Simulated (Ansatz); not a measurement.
**From Cr to Fe**

System: Cr (1 atom in the cell).
Method of run 1: DFT PBEsol, scalar-relativistic, plane waves, PAW, spin-polarised (Ansatz 0.2.0).
System of run 2: Fe (Fm-3m, 1 atom in the cell).

On run 1: The structure was made by swapping elements on the sites of another compound; it need not be a known phase. On run 2: The structure was made by swapping elements on the sites of another compound; it need not be a known phase. It belongs to a series of runs on one base structure; here: Al -> Fe on all its sites, cell and atoms relaxed. Text and figures count atoms from 1; the logs count them from 0 in places.

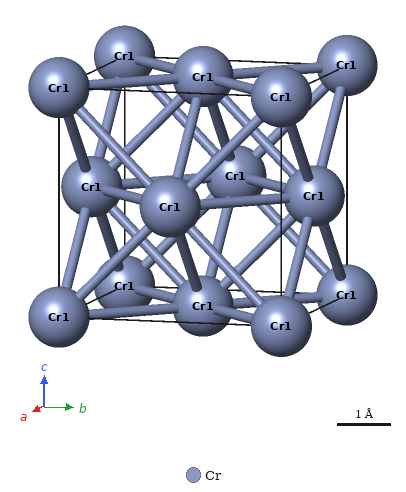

Fig. 1: The structure (ball-and-stick view of the cell 4 times as large as that of the calculation, set on its symmetry axes, seen slightly off an axis; atoms are numbered from 1 in the order of the input). An atom can appear more than once, as a periodic image. Near neighbours in the periodic cell (some may lie outside the picture): Cr has 12 Cr at 3.12 Å.

**Input file, run 1**
```yaml
crystal:
  lattice:
    - [0.0, 2.2033871507, 2.2033871507]
    - [2.2033871507, 0.0, 2.2033871507]
    - [2.2033871507, 2.2033871507, 0.0]
  atoms:
    - { symbol: Cr, position: [0.0, 0.0, 0.0], spin: 3.0 }
basis:
  ecutwfc: 420
kpoints:
  mp_grid: { grid: [8, 8, 8] }
hamiltonian:
  xc: pbesol
scf:
  occupations: { method: gaussian, width: 0.1 }
  lower_state_search: "off"
output:
  forces: true
  stress: true
  eigenvalues: true
  populations: true
magnetization:
  spin_polarized: true
```

Launched with:
```bash
ansatz run input.yaml --threads 1 --pin off --max-ram 2560MiB --backend cpu --events-out ev --progress --plain --runs-dir out
```

Hardware: 1 thread of Intel Xeon (Granite Rapids), 192 GiB of memory available, shared host.

**Output, shortened to warnings, some set-up lines, iterations and results (run 1)**
```
Basis set: ecut = 420 eV, 411 PW (Γ), exchange–correlation on 48×48×48 points (8 copies of the dense FFT grid, shifted against one another)
Symmetry: 48 space group operations
k-points: 29 of 512
Initial density: superposition of atomic densities (chi_scale 0.1, normalization cell)
[...]
SCF iter   1: F=—  HF=-3348.366445 eV  |F-HF|=—  |Δ(HF+E_count)|=         —  Δρ=1.34e-1 (↑1.34e-1 ↓5.38e-2)  dr2=7.50e0  dr2_m=4.09e-1  M=2.239 μB ∫|m|=2.240 μB  β_m=0.30  …
SCF iter   2: F=—  HF=-3347.107426 eV  |F-HF|=—  |Δ(HF+E_count)|=    1.26e0  Δρ=3.15e-2 (↑2.19e-2 ↓3.15e-2)  dr2=7.07e-1  dr2_m=2.04e-2  M=2.913 μB ∫|m|=2.915 μB  β_m=0.30  …
SCF iter   3: F=—  HF=-3347.024602 eV  |F-HF|=—  |Δ(HF+E_count)|=   8.28e-2  Δρ=6.15e-2 (↑6.15e-2 ↓3.01e-2)  dr2=1.48e-1  dr2_m=3.86e-1  M=3.459 μB ∫|m|=3.459 μB  β_m=0.30  …
SCF iter   4: F=—  HF=-3347.001291 eV  |F-HF|=—  |Δ(HF+E_count)|=   2.33e-2  Δρ=2.92e-2 (↑2.92e-2 ↓2.54e-2)  dr2=2.73e-2  dr2_m=1.35e-1  M=3.355 μB ∫|m|=3.356 μB  β_m=0.19  …
SCF iter   5: F=—  HF=-3347.018380 eV  |F-HF|=—  |Δ(HF+E_count)|=   1.71e-2  Δρ=2.80e-2 (↑2.80e-2 ↓2.37e-2)  dr2=1.25e-2  dr2_m=1.25e-1  M=3.516 μB ∫|m|=3.516 μB  β_m=0.06  …
SCF iter   6: F=—  HF=-3347.027514 eV  |F-HF|=—  |Δ(HF+E_count)|=   9.13e-3  Δρ=2.12e-2 (↑1.45e-2 ↓2.12e-2)  dr2=1.18e-2  dr2_m=6.15e-2  M=3.540 μB ∫|m|=3.540 μB  β_m=0.71  …
SCF iter   7: F=—  HF=-3347.099907 eV  |F-HF|=—  |Δ(HF+E_count)|=   7.24e-2  Δρ=3.98e-3 (↑3.98e-3 ↓3.84e-3)  dr2=5.93e-3  dr2_m=7.99e-4  M=4.078 μB ∫|m|=4.078 μB  β_m=0.82  …
SCF iter   8: F=—  HF=-3347.099642 eV  |F-HF|=—  |Δ(HF+E_count)|=   2.65e-4  Δρ=4.60e-3 (↑4.60e-3 ↓2.92e-3)  dr2=9.30e-4  dr2_m=2.70e-3  M=4.029 μB ∫|m|=4.029 μB  β_m=0.91  …
SCF iter   9: F=—  HF=-3347.100424 eV  |F-HF|=—  |Δ(HF+E_count)|=   7.83e-4  Δρ=3.72e-3 (↑3.72e-3 ↓2.40e-3)  dr2=4.60e-4  dr2_m=1.79e-3  M=4.045 μB ∫|m|=4.045 μB  β_m=0.81  …
SCF iter  10: F=—  HF=-3347.100739 eV  |F-HF|=—  |Δ(HF+E_count)|=   3.15e-4  Δρ=1.41e-3 (↑1.41e-3 ↓9.40e-4)  dr2=5.93e-5  dr2_m=2.63e-4  M=4.041 μB ∫|m|=4.041 μB  β_m=0.90  …
SCF iter  11: F=—  HF=-3347.100799 eV  |F-HF|=—  |Δ(HF+E_count)|=   6.00e-5  Δρ=3.46e-4 (↑3.46e-4 ↓2.28e-4)  dr2=3.72e-6  dr2_m=1.57e-5  M=4.038 μB ∫|m|=4.038 μB  β_m=0.95  …
SCF iter  12: F=—  HF=-3347.100803 eV  |F-HF|=—  |Δ(HF+E_count)|=   4.06e-6  Δρ=5.71e-5 (↑5.71e-5 ↓3.94e-5)  dr2=9.63e-8  dr2_m=4.42e-7  M=4.037 μB ∫|m|=4.037 μB  β_m=0.98  …
SCF iter  13: F=-3347.100804 eV  HF=-3347.100804 eV  |F-HF|=1.12e-9  |Δ(HF+E_count)|=   1.23e-7  Δρ=5.82e-6 (↑5.82e-6 ↓4.38e-6)  dr2=8.96e-10  dr2_m=4.94e-9  M=4.037 μB …
SCF 1 converged in 13 iterations: F = -3347.100804 eV  dr2 = 8.96e-10
SCF converged after 13 iterations
Magnetization: 4.0370 μB (9.0185 up, 4.9815 down)
Absolute magnetization: 4.0371 μB (∫|ρ↑−ρ↓|, with the PAW one-centre terms)
Spin contamination: 0.0197 ħ² per cell (⟨S²⟩ above its minimum at these occupations)
Per-site moments (μB) at R_I (Å): [(3.7516003212592866, 1.2853747465674021)]
Free energy (F): -3347.100804 eV
Harris-Foulkes:  -3347.100804 eV  (|F-HF|=1.12e-9)
Internal energy: -3347.085610 eV  (E = F + TS)
E sigma→0 (E₀):  -3347.093207 eV
Entropy (-TS):   -0.015194 eV (-15.194 meV/atom)
Fermi energy:    9.271208 eV
--- Per-component energies (eV) ---
  E_band       = -272.349461
  E_kinetic    = 337.538493
  E_local      = -1714.701543  (includes V_loc(G=0)·N_el)
  E_nonlocal   = 86.548239
  E_hartree    = 717.611898
  E_xc         = -134.381687
  E_vxc        = -171.925906  (∫ρ·V_xc dr)
  E_paw        = -1171.667695  (= ΣΔE_a)
  E_vpaw       = -245.034288  (= ΣTr[D̂ρ^β])
  E_aug_tail   = 0.000341  (compensation charges beyond the density's cutoff)
  E_ewald      = -1468.193655
  E_core_change = 0.160000  (= ΣΔE_core)
  E_smearing   = -0.015194  (= −TS)
  E_closure    = 0.000000  (closes the sum)
  Σ components = -3347.100804   (vs F -3347.100804, Δ=0.00e0)
--- Forces (eV/Å), atoms counted from 1 ---
  atom   1  Cr    -0.00000000     0.00000000    -0.00000000
  max |Σ_I F_I| component: 1.40e-31 eV/Å
--- Stress (GPa, compression-positive) ---
      -13.350389       0.000000      -0.000000
        0.000000     -13.350389      -0.000000
       -0.000000      -0.000000     -13.350389
  P = ⅓ Tr σ = -13.3504 GPa (-133.504 kbar)
--- Löwdin populations: 1 site ---
  site symbol       q [e]    m [muB]
     0     Cr     13.8718     3.9969
  spilling = 0.009156 (of n_electrons = 14.000000)
```

The input of run 2 differs as follows (lines with − go, lines with + come):
```diff
-    - [0.0, 2.2033871507, 2.2033871507]
-    - [2.2033871507, 0.0, 2.2033871507]
-    - [2.2033871507, 2.2033871507, 0.0]
+    - [0.0, 2.1278227894, 2.1278227894]
+    - [2.1278227894, 0.0, 2.1278227894]
+    - [2.1278227894, 2.1278227894, 0.0]
-    - { symbol: Cr, position: [0.0, 0.0, 0.0], spin: 3.0 }
+    - { symbol: Fe, position: [0.0, 0.0, 0.0], spin: 4.0 }
```

What does this change do to the results?

The total energies belong to different systems, so their difference says nothing on which is more stable or more accurate. The net moment of the cell goes from 4.04 to 3.09 μB. The pressure goes from −13.35 to −29.39 GPa. The volume per atom goes from 21.39 to 19.27 Å³. The SCF takes 8 iterations against 13. The plane waves at Γ go from 411 to 339.

**Output, shortened to warnings, some set-up lines, iterations and results (run 2)**
```
Basis set: ecut = 420 eV, 339 PW (Γ), exchange–correlation on 48×48×48 points (8 copies of the dense FFT grid, shifted against one another)
Symmetry: 48 space group operations
k-points: 29 of 512
Initial density: superposition of atomic densities (chi_scale 0.1, normalization cell)
[...]
SCF iter   1: F=—  HF=-4447.334715 eV  |F-HF|=—  |Δ(HF+E_count)|=         —  Δρ=3.67e-2 (↑3.67e-2 ↓3.64e-2)  dr2=1.42e-2  dr2_m=2.23e-1  M=3.238 μB ∫|m|=3.316 μB  β_m=0.30  …
SCF iter   2: F=—  HF=-4447.389642 eV  |F-HF|=—  |Δ(HF+E_count)|=   5.49e-2  Δρ=2.85e-2 (↑2.85e-2 ↓2.47e-2)  dr2=1.51e-2  dr2_m=1.16e-1  M=3.216 μB ∫|m|=3.313 μB  β_m=0.65  …
SCF iter   3: F=—  HF=-4447.501170 eV  |F-HF|=—  |Δ(HF+E_count)|=   1.12e-1  Δρ=2.75e-2 (↑1.55e-2 ↓2.75e-2)  dr2=2.52e-1  dr2_m=9.67e-3  M=3.040 μB ∫|m|=3.211 μB  β_m=0.43  …
SCF iter   4: F=—  HF=-4447.454394 eV  |F-HF|=—  |Δ(HF+E_count)|=   4.68e-2  Δρ=2.79e-3 (↑1.37e-3 ↓2.79e-3)  dr2=1.75e-3  dr2_m=3.18e-4  M=3.095 μB ∫|m|=3.267 μB  β_m=0.71  …
SCF iter   5: F=—  HF=-4447.454686 eV  |F-HF|=—  |Δ(HF+E_count)|=   2.92e-4  Δρ=1.29e-3 (↑8.57e-4 ↓1.29e-3)  dr2=5.52e-4  dr2_m=3.39e-5  M=3.088 μB ∫|m|=3.268 μB  β_m=0.84  …
SCF iter   6: F=—  HF=-4447.454662 eV  |F-HF|=—  |Δ(HF+E_count)|=   2.33e-5  Δρ=5.86e-5 (↑5.86e-5 ↓5.56e-5)  dr2=2.51e-8  dr2_m=5.66e-7  M=3.088 μB ∫|m|=3.271 μB  β_m=0.92  …
SCF iter   7: F=—  HF=-4447.454670 eV  |F-HF|=—  |Δ(HF+E_count)|=   7.37e-6  Δρ=2.51e-5 (↑9.20e-6 ↓2.51e-5)  dr2=6.32e-8  dr2_m=4.08e-8  M=3.087 μB ∫|m|=3.271 μB  β_m=0.96  …
SCF iter   8: F=-4447.454670 eV  HF=-4447.454670 eV  |F-HF|=5.10e-9  |Δ(HF+E_count)|=   8.59e-8  Δρ=4.62e-6 (↑3.34e-6 ↓4.62e-6)  dr2=6.34e-9  dr2_m=3.76e-10  M=3.087 μB …
SCF 1 converged in 8 iterations: F = -4447.454670 eV  dr2 = 6.34e-9
SCF converged after 8 iterations
Magnetization: 3.0869 μB (9.5434 up, 6.4566 down)
Absolute magnetization: 3.2708 μB (∫|ρ↑−ρ↓|, with the PAW one-centre terms)
Spin contamination: 0.0900 ħ² per cell (⟨S²⟩ above its minimum at these occupations)
Per-site moments (μB) at R_I (Å): [(3.172219114777075, 1.2412932869271125)]
Free energy (F): -4447.454670 eV
Harris-Foulkes:  -4447.454670 eV  (|F-HF|=5.10e-9)
Internal energy: -4447.447342 eV  (E = F + TS)
E sigma→0 (E₀):  -4447.451006 eV
Entropy (-TS):   -0.007327 eV (-7.327 meV/atom)
Fermi energy:    9.707142 eV
--- Per-component energies (eV) ---
  E_band       = -354.502184
  E_kinetic    = 338.592091
  E_local      = -2682.295054  (includes V_loc(G=0)·N_el)
  E_nonlocal   = 227.831360
  E_hartree    = 1104.468045
  E_xc         = -111.831508
  E_vxc        = -144.363931  (∫ρ·V_xc dr)
  E_paw        = -1338.651462  (= ΣΔE_a)
  E_vpaw       = -303.198420  (= ΣTr[D̂ρ^β])
  E_aug_tail   = 0.000940  (compensation charges beyond the density's cutoff)
  E_ewald      = -1985.740956
  E_core_change = 0.179202  (= ΣΔE_core)
  E_smearing   = -0.007327  (= −TS)
  E_closure    = 0.000000  (closes the sum)
  Σ components = -4447.454670   (vs F -4447.454670, Δ=0.00e0)
--- Forces (eV/Å), atoms counted from 1 ---
  atom   1  Fe    -0.00000000    -0.00000000    -0.00000000
  max |Σ_I F_I| component: 1.48e-31 eV/Å
--- Stress (GPa, compression-positive) ---
      -29.389899      -0.000000       0.000000
       -0.000000     -29.389899       0.000000
        0.000000       0.000000     -29.389899
  P = ⅓ Tr σ = -29.3899 GPa (-293.899 kbar)
--- Löwdin populations: 1 site ---
  site symbol       q [e]    m [muB]
     0     Fe     15.7193     3.2040
  spilling = 0.017545 (of n_electrons = 16.000000)
```

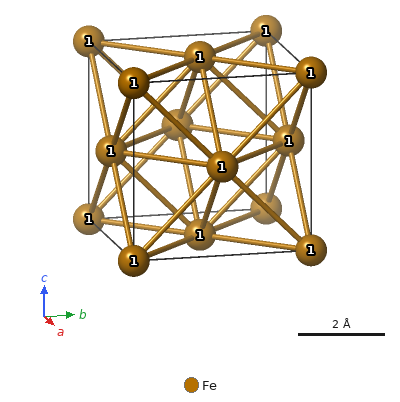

Fig. 2: The input structure of run 2 (ball-and-stick view of the cell 4 times as large as that of the calculation, set on its symmetry axes, seen slightly off an axis; atoms are numbered from 1 in the order of the input). An atom can appear more than once, as a periodic image.

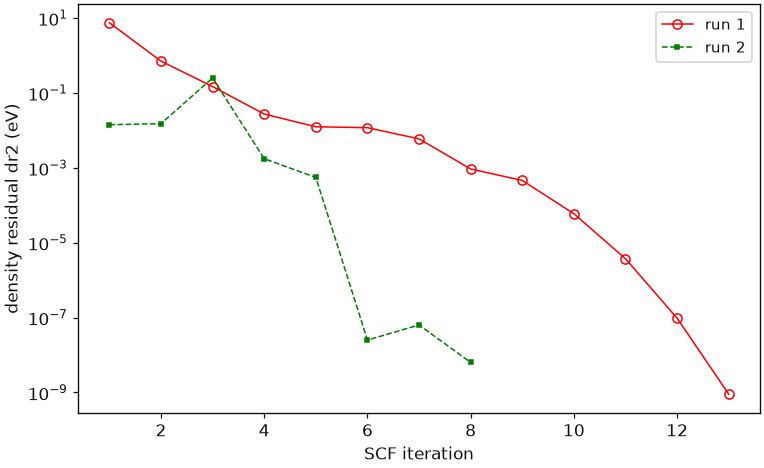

Fig. 3: Convergence of the two runs: density residual dr2 against the SCF iteration. Run 1 takes 13 iterations in all, and run 2 takes 8.

**The two runs side by side**

| quantity | run 1 | run 2 |
| --- | --- | --- |
| outcome | converged | converged |
| free energy per atom (eV) | −3347.1008 | −4447.4547 |
| energy per atom, smearing taken to zero (eV) | −3347.0932 | −4447.4510 |
| gap on the mesh (eV) | 0.00 | 0.00 |
| net moment of the cell (μB) | 4.04 | 3.09 |
| absolute moment of the cell (μB) | 4.04 | 3.27 |
| pressure (GPa) | −13.35 | −29.39 |
| volume per atom (Å³) | 21.39 | 19.27 |
| largest force (eV/Å) | 0.000 | 0.000 |
| SCF iterations | 13 | 8 |
| irreducible k-points | 29 | 29 |
| plane waves at Γ | 411 | 339 |
| wall time (shared host) | 1 s | 0.9 s |

For run 1: The cell is under a tension of 13.4 GPa at this level, so it is not at its equilibrium volume. For run 2: The cell is under a tension of 29 GPa at this level, so it is not at its equilibrium volume.
